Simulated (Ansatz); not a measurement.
## HfO₂: 5 runs along one coordinate

System: HfO₂ (Pca2₁, 12 atoms in the cell).
Method: Kohn-Sham DFT of a periodic cell, r2SCAN, Ansatz PAW, no spin polarisation (Ansatz 0.2.0).

The 5 runs differ only in the geometry, by an even scaling of the cell at fixed fractional positions. The structure derives from a Materials Project entry.

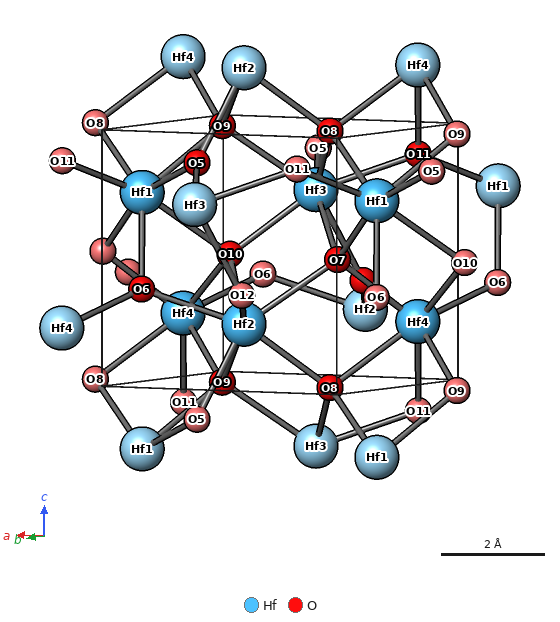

Figure 1. The structure of run 3 (ball-and-stick view of the cell of the calculation, seen at an oblique angle; neighbours outside the cell are drawn fainter; atoms are numbered from 1 in the order of the input).

**Input of run 3**
```yaml
crystal:
  lattice:
    - [5.1844323491, 0.0, 0.0]
    - [0.0, 4.9711736599, 0.0]
    - [0.0, 0.0, 4.9989076225]
  atoms:
    - { symbol: Hf, position: [0.966994, 0.73252082, 0.74144035] }
    - { symbol: Hf, position: [0.533006, 0.73252082, 0.24144035] }
    - { symbol: Hf, position: [0.466994, 0.26747918, 0.74144035] }
    - { symbol: Hf, position: [0.033006, 0.26747918, 0.24144035] }
    - { symbol: O, position: [0.63212745, 0.9286454, 0.87926726] }
    - { symbol: O, position: [0.86787255, 0.9286454, 0.37926726] }
    - { symbol: O, position: [0.23394852, 0.53988305, 0.49229239] }
    - { symbol: O, position: [0.26605148, 0.53988305, 0.99229239] }
    - { symbol: O, position: [0.76605148, 0.46011695, 0.99229239] }
    - { symbol: O, position: [0.73394852, 0.46011695, 0.49229239] }
    - { symbol: O, position: [0.13212745, 0.0713546, 0.87926726] }
    - { symbol: O, position: [0.36787255, 0.0713546, 0.37926726] }
hamiltonian:
  xc: r2scan
  pseudopotentials: { kind: paw }
kpoints:
  mp_grid: { grid: [5, 6, 5] }
scf:
  occupations: { method: fermi_dirac, width: 0.05 }
output:
  forces: true
  stress: true
  eigenvalues: true
```

Command:
```bash
ansatz run input.yaml --threads 2 --pin off --max-ram 5120MiB --backend cpu --events-out ev --progress --plain --runs-dir out
```

Run 2 differs from it as follows:
```diff
-    - [5.1844323491, 0.0, 0.0]
-    - [0.0, 4.9711736599, 0.0]
-    - [0.0, 0.0, 4.9989076225]
+    - [5.148921424, 0.0, 0.0]
+    - [0.0, 4.9371234566, 0.0]
+    - [0.0, 0.0, 4.9646674546]
```

**Results, with one run withheld**

| run | volume per atom (Å³) | free energy per atom, from the lowest run given (meV) | pressure (GPa) | gap on the mesh (eV) |
| --- | --- | --- | --- | --- |
| 1 | 10.298 | 54.71 | 23.69 | 5.23 |
| 2 | 10.517 | ? | ? | ? |
| 3 | 10.736 | 9.42 | 9.89 | 5.08 |
| 4 | 10.955 | 0.00 | 3.98 | 5.00 |
| 5 | 11.613 | 14.93 | −10.52 | 4.78 |

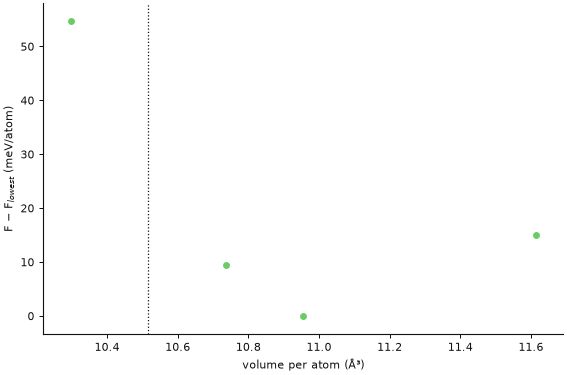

Figure 2. Free energy per atom of the runs given; the dotted line marks run 2.

Fit the runs given and predict run 2.

A quadratic polynomial in V^(−2/3) (the Birch–Murnaghan form), fitted to the 4 runs given, misses them by at most 0.02 meV per atom. With x = V^(−2/3) − 0.20362 Å⁻², it reads F = 2.1864 + 2944 x + 5.1316e+05 x² (meV per atom). At run 2 it gives 27.39 meV per atom, and the run itself gives 27.35. The slope of the fit gives a pressure −dF/dV of 16.44 GPa there, and the run prints 16.44 GPa. The fit has its minimum at 11.118 Å³ per atom, where V d²F/dV² gives 265 GPa. Cell shape and fractional positions are held, so this is the stiffness under even scaling; the relaxed bulk modulus wasn't computed. The gap on the mesh goes, without turning, from 5.23 eV in run 1 to 4.78 eV in run 5; run 2 has 5.15 eV. These are gaps of this functional on this mesh, which can miss the band edges; they aren't the measured gap.

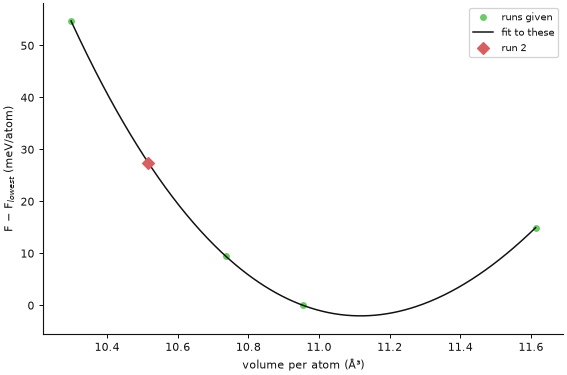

Figure 3. The fit and the withheld run.

**Output, shortened to warnings, some set-up lines, iterations and results (run 2)**
```
Basis set: ecut = 500 eV, 3183 PW (Γ), exchange–correlation on 160×160×160 points (64 copies of the dense FFT grid, shifted against one another)
Symmetry: 4 space group operations
k-points: 36 of 150 (time reversal used)
Initial density: superposition of atomic densities (neutral atoms: chi_scale 0, normalization atom), corrected by the library's trained network
[...]
SCF iter   1: F=—  HF=-67504.898383 eV  |F-HF|=—  |Δ(HF+E_count)|=         —  Δρ=1.15e-2  dr2=1.31e-1  dr2_τ=9.08e-1  ethr=1.77e-3  ⟨swp⟩=6.0  Hψ=10493  notcnv=0  defer=75
SCF iter   2: F=—  HF=-67505.140559 eV  |F-HF|=—  |Δ(HF+E_count)|=   2.42e-1  Δρ=6.16e-3  dr2=3.73e-2  dr2_τ=5.31e-3  ethr=8.62e-5  ⟨swp⟩=2.0  Hψ=6792  notcnv=0  defer=337
SCF iter   3: F=—  HF=-67505.136087 eV  |F-HF|=—  |Δ(HF+E_count)|=   4.47e-3  Δρ=3.80e-3  dr2=7.88e-3  dr2_τ=1.83e-3  ethr=2.45e-5  ⟨swp⟩=2.0  Hψ=4940  notcnv=0  defer=193
SCF iter   4: F=—  HF=-67505.135950 eV  |F-HF|=—  |Δ(HF+E_count)|=   1.37e-4  Δρ=1.04e-3  dr2=7.92e-4  dr2_τ=1.55e-4  ethr=5.18e-6  ⟨swp⟩=2.0  Hψ=3983  notcnv=0  defer=193
SCF iter   5: F=—  HF=-67505.136018 eV  |F-HF|=—  |Δ(HF+E_count)|=   6.79e-5  Δρ=2.07e-4  dr2=3.04e-5  dr2_τ=6.50e-6  ethr=5.21e-7  ⟨swp⟩=2.0  Hψ=5215  notcnv=0  defer=193
SCF iter   6: F=—  HF=-67505.136022 eV  |F-HF|=—  |Δ(HF+E_count)|=   4.23e-6  Δρ=8.23e-5  dr2=6.46e-6  dr2_τ=1.20e-6  ethr=2.00e-8  ⟨swp⟩=2.0  Hψ=5197  notcnv=0  defer=193
SCF iter   7: F=—  HF=-67505.136024 eV  |F-HF|=—  |Δ(HF+E_count)|=   1.76e-6  Δρ=1.88e-5  dr2=3.45e-7  dr2_τ=4.18e-8  ethr=4.25e-9  ⟨swp⟩=2.0  Hψ=5135  notcnv=0  defer=193
SCF iter   8: F=-67505.136024 eV  HF=-67505.136024 eV  |F-HF|=1.28e-8  |Δ(HF+E_count)|=   1.13e-7  Δρ=4.74e-6  dr2=2.98e-8  dr2_τ=3.49e-9  ethr=6.58e-11  ⟨swp⟩=9.9  Hψ=13492  …
SCF 1 converged in 8 iterations: F = -67505.136024 eV  dr2 = 2.98e-8
SCF converged after 8 iterations
Free energy (F): -67505.136024 eV
Harris-Foulkes:  -67505.136024 eV  (|F-HF|=1.28e-8)
Internal energy: -67505.136024 eV  (E = F + TS)
E sigma→0 (E₀):  -67505.136024 eV
Fermi energy:    18.191925 eV
--- Per-component energies (eV) ---
  E_band       = 201.136137
  E_kinetic    = 3122.624309
  E_local      = -22899.733390  (includes V_loc(G=0)·N_el)
  E_nonlocal   = -4605.156205
  E_hartree    = 10558.177406
  E_xc         = -1730.312313
  E_vxc        = -2029.808630  (∫ρ·V_xc dr)
  E_paw        = -29093.243876  (= ΣΔE_a)
  E_vpaw       = 5386.184597  (= ΣTr[D̂ρ^β])
  E_aug_tail   = 0.008662  (compensation charges beyond the density's cutoff)
  E_vtau       = 110.646970  (kinetic-family band-sum trace: ∫τ·v_τ [+ j·A + Jᵃ·Aᵃ] dr)
  E_ewald      = -22858.531177
  E_core_change = 1.030560  (= ΣΔE_core)
  E_smearing   = -0.000000  (= −TS)
  E_closure    = 0.000000  (closes the sum)
  Σ components = -67505.136024   (vs F -67505.136024, Δ=0.00e0)
--- Forces (eV/Å), atoms counted from 1 ---
  atom   1  Hf     0.13772471    -0.14239654     0.13070350
  atom   2  Hf    -0.13772471    -0.14239654     0.13070350
  atom   3  Hf     0.13772471     0.14239654     0.13070350
  atom   4  Hf    -0.13772471     0.14239654     0.13070350
  atom   5  O     -0.05135610    -0.08563685    -0.03819104
  atom   6  O      0.05135610    -0.08563685    -0.03819104
  atom   7  O      0.10353612     0.16909310    -0.09256714
  atom   8  O     -0.10353612     0.16909310    -0.09256714
  atom   9  O     -0.10353612    -0.16909310    -0.09256714
  atom  10  O      0.10353612    -0.16909310    -0.09256714
  atom  11  O     -0.05135610     0.08563685    -0.03819104
  atom  12  O      0.05135610     0.08563685    -0.03819104
  max |Σ_I F_I| component: 2.19e-4 eV/Å
--- Stress (GPa, compression-positive) ---
       16.424610       0.000000       0.000000
        0.000000      17.016035       0.000000
        0.000000       0.000000      15.878440
  P = ⅓ Tr σ = 16.4397 GPa (164.397 kbar)
```

Notes: Spin–orbit coupling is left out, which matters for Hf.
